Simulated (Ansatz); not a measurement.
# ZnS: phonon calculation

ZnS (F-43m, 2 atoms in the cell), computed with DFT PBE, scalar-relativistic, plane waves, PAW, no spin polarisation (Ansatz 0.2.0).

The structure derives from a Materials Project entry. It belongs to a series of runs on one base structure; here: dielectric tensors at the zone centre. Figures and captions count atoms from 1; the log counts them from 0 in places.

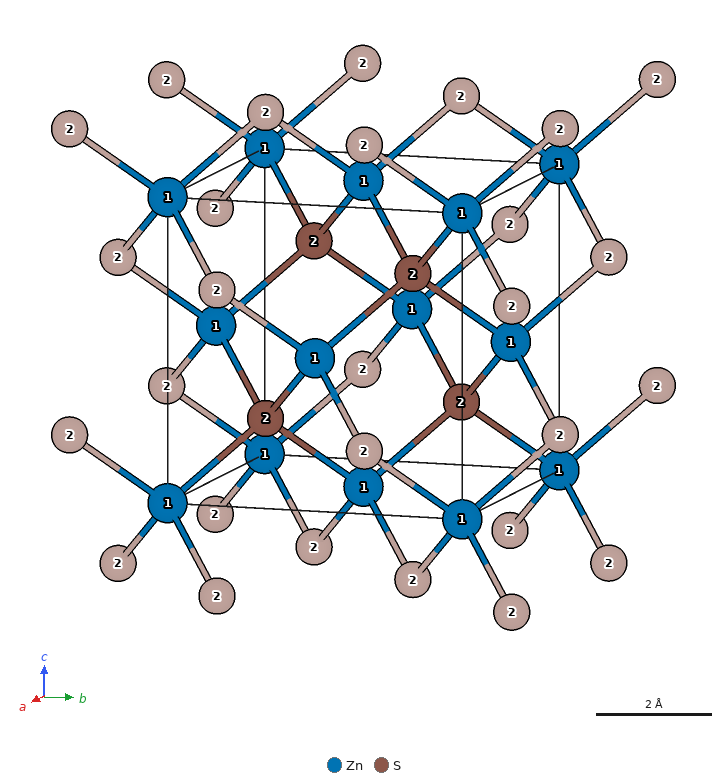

*The input geometry (ball-and-stick view of the cell 4 times as large as that of the calculation, set on its symmetry axes, seen slightly off an axis; neighbours outside the cell are drawn fainter; atoms are numbered from 1 in the order of the input). An atom can appear more than once, as a periodic image.*

## Key numbers

| quantity | value |
| --- | --- |
| outcome | converged |
| space group (tolerance 0.01 Å) | F-43m (216) |
| electrons treated | 18 |
| free energy | −4222.7342 eV |
| Fermi energy | 5.515 eV |
| gap on the k-point mesh | 2.02 eV |
| ε∞ (xx, yy, zz) | 5.95, 5.95, 5.95 |
| hardware | 4 threads of Arm Neoverse V2, 24 GiB of memory available, shared host |
| wall time | 12 s (CPU time 42 s) |
| peak memory | 0.5 GiB |

## Notes

The program warns: the k-point mesh is coarse for the field response.

## The input
```yaml
crystal:
  lattice:
    - [0.0, 2.7211543734, 2.7211543734]
    - [2.7211543734, 0.0, 2.7211543734]
    - [2.7211543734, 2.7211543734, 0.0]
  atoms:
    - { symbol: Zn, position: [0.0, 0.0, 0.0] }
    - { symbol: S, position: [0.25, 0.25, 0.25] }
basis:
  ecutwfc: 420
kpoints:
  mp_grid: { grid: [8, 8, 8] }
hamiltonian:
  xc: pbe
scf:
  occupations: { method: fixed }
output: {}
phonons:
  method: dfpt
  dielectric: true
  rigid_motions: translations
```

Launched with:
```bash
ansatz run input.yaml --threads 4 --pin off --max-ram 10240MiB --backend cpu --events-out ev --progress --plain --runs-dir out
```

## Output
```
Engine: ansatz 0.2.0, aarch64-unknown-linux-gnu
Pseudopotentials: kind: paw
Pseudopotential: Zn, paw, valence charge 12, recommended cutoff 420 eV (normal), Zn.paw.azcp
Pseudopotential: S, paw, valence charge 6, recommended cutoff 420 eV (normal), S.paw.azcp
Functional definition: PBE
  parameter kappa = 0.804
  parameter beta = 0.06672455060314922
  exchange = pbe_x(kappa = kappa, mu = beta*pi^2/3)
  correlation = pbe_c(beta = beta)
Crystal: 2 atoms, lattice volume = 40.299 Å³
Basis set: ecut = 420 eV, 749 PW (Γ), exchange–correlation on 54×54×54 points (8 copies of the dense FFT grid, shifted against one another)
Bands: 13, of which v1, the nominal top of the filled ones, is band 9 counted from 1 (8 counted from 0)
Symmetry: 24 space group operations
k-points: 95 of 512 (irreducible under 4 space group operations, time reversal used)
Non-local potential: Zn, projectors of the file, l = 0: 2, l = 1: 2, l = 2: 3, l = 3: 1
Non-local potential: S, projectors of the file, l = 0: 2, l = 1: 2, l = 2: 2
PAW form: soft (Blöchl's): semilocal exchange-correlation on the pseudo side does not see the compensation charge
PAW one-centre angular grid: Zn, 590 points (default); XC on 64 Gauss nodes
PAW one-centre angular grid: S, 110 points (default); XC on 64 Gauss nodes
Initial density: superposition of atomic densities (neutral atoms: chi_scale 0, normalization atom), corrected by the library's trained network
Initial wavefunctions: pseudopotential atomic-orbital guess
Functional: x = pbe(κ = 0.804, μ = 0.2195149727645171), c = pbe(β = 0.06672455060314922)
SCF iter   1: F=—  HF=-4222.733945 eV  |F-HF|=—  |Δ(HF+E_count)|=         —  Δρ=5.97e-4  dr2=1.96e-4  ethr=1.77e-3  ⟨swp⟩=4.8  Hψ=6450  notcnv=0  defer=180
preconditioner: auto → none  [insulator: Δε(μ)=2.011 eV  Ē_g=12.103 eV  n_scr=14 (ndim 8)  ℏωp=24.8 eV  f_vac=0.030  ε∞_Penn≈5.2]
SCF iter   2: F=—  HF=-4222.734145 eV  |F-HF|=—  |Δ(HF+E_count)|=   2.00e-4  Δρ=4.75e-4  dr2=4.20e-5  ethr=1.09e-6  ⟨swp⟩=2.3  Hψ=3176  notcnv=0  defer=184
SCF iter   3: F=—  HF=-4222.734169 eV  |F-HF|=—  |Δ(HF+E_count)|=   2.37e-5  Δρ=1.52e-4  dr2=6.17e-6  ethr=2.33e-7  ⟨swp⟩=2.0  Hψ=2006  notcnv=0  defer=175
SCF iter   4: F=—  HF=-4222.734176 eV  |F-HF|=—  |Δ(HF+E_count)|=   6.99e-6  Δρ=6.96e-5  dr2=8.87e-7  ethr=3.43e-8  ⟨swp⟩=2.0  Hψ=1995  notcnv=0
SCF iter   5: F=—  HF=-4222.734180 eV  |F-HF|=—  |Δ(HF+E_count)|=   3.80e-6  Δρ=2.88e-5  dr2=2.43e-7  ethr=4.93e-9  ⟨swp⟩=2.0  Hψ=2090  notcnv=0
SCF iter   6: F=—  HF=-4222.734180 eV  |F-HF|=—  |Δ(HF+E_count)|=   3.87e-7  Δρ=3.39e-6  dr2=2.22e-9  ethr=1.35e-9  ⟨swp⟩=2.2  Hψ=2090  notcnv=0
SCF iter   7: F=-4222.734180 eV  HF=-4222.734180 eV  |F-HF|=3.55e-11  |Δ(HF+E_count)|=   9.26e-9  Δρ=4.57e-7  dr2=7.07e-11  ethr=1.00e-12  ⟨swp⟩=6.5  Hψ=8373  notcnv=0
SCF 1 converged in 7 iterations: F = -4222.734180 eV  dr2 = 7.07e-11
  greatest PAW one-centre occupation: 0.983 electrons in one spin orbital (limit 2), on the Zn atom at site 0 (counted from 0), in its partial waves of l = 2
DFPT response loops at Γ: preconditioner auto → none (the input reference at scf.mixing.eps_inf says where Resta's filter doesn't serve); β = 0.50; Broyden in place of MSR1
── the response to a field inside a basis, on 8×8×8 k-points: an SCF that follows is theirs, and a resumed run solves both again ──
Bands: 10, of which v1, the nominal top of the filled ones, is band 9 counted from 1 (8 counted from 0)
k-points: 60 of 512 (irreducible under 6 space group operations, time reversal used)
Initial density: handed on by an earlier stage of this run
Initial wavefunctions: pseudopotential atomic-orbital guess (no wavefunctions were taken with the density)
Eigensolver: Dense (60 Hₖ)
SCF iter   1: F=—  HF=-4222.734217 eV  |F-HF|=—  |Δ(HF+E_count)|=         —  Δρ=1.89e-4  dr2=5.35e-6  ethr=1.00e-1
preconditioner: auto → none  [insulator: Δε(μ)=2.351 eV  Ē_g=9.771 eV  n_scr=14 (ndim 8)  ℏωp=24.8 eV  f_vac=0.029  ε∞_Penn≈7.5]
SCF iter   2: F=—  HF=-4222.734215 eV  |F-HF|=—  |Δ(HF+E_count)|=   2.20e-6  Δρ=2.43e-4  dr2=1.12e-5  ethr=2.97e-8
SCF iter   3: F=—  HF=-4222.734217 eV  |F-HF|=—  |Δ(HF+E_count)|=   1.45e-6  Δρ=8.09e-5  dr2=2.23e-6  ethr=2.97e-8
SCF iter   4: F=-4222.734215 eV  HF=-4222.734215 eV  |F-HF|=2.18e-8  |Δ(HF+E_count)|=   1.89e-6  Δρ=1.28e-5  dr2=4.49e-8  ethr=1.24e-8
SCF 1 converged in 4 iterations: F = -4222.734215 eV  dr2 = 4.49e-8
DFPT response loops at Γ: mixed as the last ones told, above
WARN: field response: ε∞ stands inside a basis, on 8×8×8 points; the force constants stand on the 8×8×8 k-mesh, whose period is 12.78 times the interband length at k = (0.0000, 0.0000, 0.0000), direct gap 2.018 eV, under 14: take them and everything formed from them as unconverged, and compare with a denser kpoints.mp_grid
SCF converged after 7 iterations
Free energy (F): -4222.734180 eV
Harris-Foulkes:  -4222.734180 eV  (|F-HF|=3.55e-11)
Internal energy: -4222.734180 eV  (E = F + TS)
E sigma→0 (E₀):  -4222.734180 eV
Fermi energy:    5.514573 eV
--- Per-component energies (eV) ---
  E_band       = 1.462936
  E_kinetic    = 237.815492
  E_local      = -2054.726105  (includes V_loc(G=0)·N_el)
  E_nonlocal   = 642.904289
  E_hartree    = 858.697506
  E_xc         = -234.120489
  E_vxc        = -139.177240  (∫ρ·V_xc dr)
  E_paw        = -2428.747845  (= ΣΔE_a)
  E_vpaw       = -402.748043  (= ΣTr[D̂ρ^β])
  E_aug_tail   = -0.000348  (compensation charges beyond the density's cutoff)
  E_ewald      = -1244.556680
  E_smearing   = -0.000000  (= −TS)
  E_closure    = 0.000000  (closes the sum)
  Σ components = -4222.734180   (vs F -4222.734180, Δ=0.00e0)
--- Band table (eV; the first three rows and the last of 95) ---
  k-point 0: bands = ["-7.4826", "-0.7396", "-0.7396", "-0.7396", "-0.2644", "-0.2644", "5.5146", "5.5146", "5.5146", "7.5324", "11.8987", "11.8987", "11.8987"]
  k-point 1: bands = ["-7.3701", "-0.7368", "-0.7196", "-0.7196", "-0.2660", "-0.2660", "4.4138", "5.3727", "5.3727", "8.3554", "11.7932", "12.1440", "12.1440"]
  k-point 2: bands = ["-7.0767", "-0.6857", "-0.6756", "-0.6756", "-0.2629", "-0.2629", "2.7321", "5.0629", "5.0629", "8.9214", "12.3829", "12.5059", "12.5059"]
  k-point 94: bands = ["-6.2883", "-0.6065", "-0.4714", "-0.3160", "-0.3002", "0.1146", "1.0270", "2.8678", "2.8828", "11.2098", "11.4431", "13.3209", "13.7178"]
--- Phonons (Γ-DFPT): 2 representative perturbations + reference, on 95 of 512 k-points (Σ response iterations 6) ---
  k mesh reduced under 4 symmetry operations, with k and −k counted as one. Each operation leaves every solved perturbation unchanged. A smaller set is not considered because the run solves the response to a homogeneous field
  ASR residual: 3.814e-4 → 0.000e0 eV/Å²; symmetrization residual: 8.882e-7 eV/Å²
  ASR residual per site (eV/Å²): 1.05e-4 3.81e-4
  Γ frequencies (cm⁻¹): 0.00 0.00 0.00 260.35 260.35 260.35
  ε∞ (high-frequency dielectric tensor):
        5.947218     0.000000     0.000000
        0.000000     5.947218     0.000000
        0.000000     0.000000     5.947218
  ε⁰ (static dielectric tensor: ions relaxed, cell fixed):
        9.373199     0.000000    -0.000000
        0.000000     9.373199     0.000000
       -0.000000     0.000000     9.373199
  ε⁰ − ε∞ (ionic part):
        3.425982     0.000000    -0.000000
        0.000000     3.425982     0.000000
       -0.000000     0.000000     3.425982
  softest optical mode at Γ: 260.35 cm⁻¹; the repairs (sum rule, projections) moved no ω² at Γ by more than (1.81 cm⁻¹)²
  Born effective charges Z* (e; rows j = field, columns β = displacement):
    site 0:
         2.02266    0.00000    0.00000
         0.00000    2.02266    0.00000
        -0.00000    0.00000    2.02266
    site 1:
        -2.02266   -0.00000   -0.00000
        -0.00000   -2.02266   -0.00000
         0.00000   -0.00000   -2.02266
  Z* charge neutrality: 3.579e-4 e pre-enforcement
  solved inside a basis spanned on kpoints, on 8×8×8 k-points, its susceptibility summed on 12×12×12: ε∞ is read to err by 1.6e-2, Z* by 1.3e-2 e (field_mesh: kpoints solves on kpoints); Z* is corrected for what the basis lacks
  optical modes at Γ without the LO–TO term, one row a degenerate level:
      ω (cm⁻¹)  modes    IR ((D/Å)²/amu)
        260.35      3            13.1631
  optical modes at Γ + LO–TO along q̂ = [1.0000, 0.0000, 0.0000]:
      ω (cm⁻¹)  modes    IR ((D/Å)²/amu)
        260.35      2             8.7754
        326.85      1             4.3877
  optical modes at Γ + LO–TO along q̂ = [0.0000, 1.0000, 0.0000]:
      ω (cm⁻¹)  modes    IR ((D/Å)²/amu)
        260.35      2             8.7754
        326.85      1             4.3877
  optical modes at Γ + LO–TO along q̂ = [0.0000, 0.0000, 1.0000]:
      ω (cm⁻¹)  modes    IR ((D/Å)²/amu)
        260.35      2             8.7754
        326.85      1             4.3877
```

## File optical_modes.tsv
```
# format = ansatz-optical-modes/1
# cell_volume_ang3 = 4.029856084772404e1
# eps_inf = 5.9472175785835235e0 9.25185853854297e-18 3.122502256758253e-17 9.25185853854297e-18 5.9472175785835235e0 6.476300976980079e-17 3.122502256758253e-17 6.476300976980079e-17 5.9472175785835235e0
# One row of degenerate optical modes each, rigid motions of the cell and of its bodies left out; wavenumber_inv_cm is that of the modes' mean omega^2, negative where that is. nan stands for what is not given.
# A row whose q is 0 0 0 is without the LO-TO term; the others hold that term of the approach to the zone centre along q, a Cartesian unit vector.
# oscillator_strength: the sum of Re conj(p) p^T over the row's modes, p that of Z* e/sqrt(mass) over the atoms, about the cell's centre of mass, e the mode's unit eigenvector; ir_intensity: its trace, 23.0708 in its unit to 1 in that of the other. The rows at q 0 0 0 hold the undamped dielectric function at nu cm^-1, of a cell of V A^3: eps_inf + (4.92064e7/V) sum oscillator_strength/(nu_row |nu_row| - nu^2). That is of the vibrations: a cell of net charge Q e and mass M amu holds -(4.92064e7/V) Q^2/(M nu^2) besides, of its free fall, and where the turns of a body are left out the sum lacks their strength.
# q_x	q_y	q_z	wavenumber_inv_cm	degeneracy	ir_intensity[(D/angstrom)^2/amu]	oscillator_strength_xx[e^2/amu]	oscillator_strength_xy[e^2/amu]	oscillator_strength_xz[e^2/amu]	oscillator_strength_yy[e^2/amu]	oscillator_strength_yz[e^2/amu]	oscillator_strength_zz[e^2/amu]
0e0	0e0	0e0	2.603520347389917e2	3	1.3163098979422552e1	1.9018431598637195e-1	2.1754178040330525e-18	-1.8765941973528474e-18	1.9018431598637198e-1	-5.551115123125783e-17	1.9018431598637206e-1
1e0	0e0	0e0	2.603520347389916e2	2	8.775399319615032e0	1.597746306438505e-35	1.740217432292772e-18	1.0151932053527937e-19	1.9018431598637192e-1	8.673617379884035e-18	1.9018431598637198e-1
1e0	0e0	0e0	3.268496208983613e2	1	4.387699659807516e0	1.9018431598637195e-1	4.352003717402808e-19	-1.978113517888126e-18	9.95872675307518e-37	-4.526533819913283e-36	2.0574425758284547e-35
0e0	1e0	0e0	2.603520347389916e2	2	8.775399319615032e0	1.9018431598637195e-1	4.352003717402808e-19	-1.876594197352847e-18	9.95872675307518e-37	-3.632941617435824e-29	1.9018431598637195e-1
0e0	1e0	0e0	3.268496208983612e2	1	4.387699659807513e0	1.592327262082247e-35	1.740217432292771e-18	5.37279699584995e-35	1.9018431598637184e-1	5.8718048826984e-18	1.8128778075975194e-34
0e0	0e0	1e0	2.603520347389916e2	2	8.775399319615032e0	1.9018431598637195e-1	2.1754178040330525e-18	-1.9781135178881273e-18	1.901843159863719e-1	-1.2299114550450694e-16	7.955826813124104e-32
0e0	0e0	1e0	3.2684962089836125e2	1	4.387699659807516e0	5.419044356256765e-38	6.878631972161731e-35	1.0151932053528048e-19	8.731350898395133e-32	1.2886295038715637e-16	1.9018431598637195e-1
```
